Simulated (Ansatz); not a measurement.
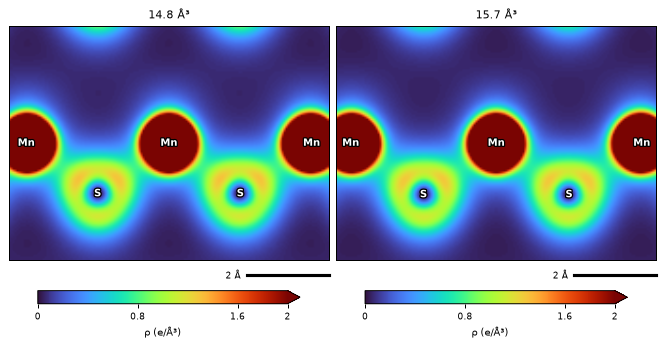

MnS. The valence pseudo-density of cells scaled evenly to different volumes (given per atom above each panel), on the (11̄0) plane of each (indices in the axes of the cell below), at one length scale and on one colour scale.

A structure from a database of computed crystals, not necessarily the ambient phase; the program warned that a starting moment wasn't kept; spin-polarised.

Theory: Kohn-Sham DFT of a periodic cell, LDA, Ansatz PAW (Ansatz 0.2.0).

The largest cell:

```
Mn S
1.0
     0.00000    2.50601    2.50601
     2.50601    0.00000    2.50601
     2.50601    2.50601    0.00000
Mn S
1 1
Cartesian
  0.0000 0.0000 0.0000
  3.7590 3.7590 3.7590
```

| volume (Å³/atom) | Mn–S contact in the plane (Å) | ρ at its midpoint (e/Å³) | pressure (GPa) | 
| --- | --- | --- | --- |
| 14.83 | 2.128 | 0.797 | −4.3 | 
| 15.13 | 2.142 | ? | ? | 
| 15.74 | 2.170 | 0.737 | −11.7 | 

Estimate the missing row, and compare with the calculation.

Answer. Over the known rows ln ρ falls by 1.86 per Å of Mn–S distance (the line through the two), which gives 0.776 e/Å³ at 2.142 Å; the calculation gives 0.776 e/Å³. For the pressure, a straight line in volume between the neighbouring rows gives −6.7 GPa; the calculation gives −7.0.
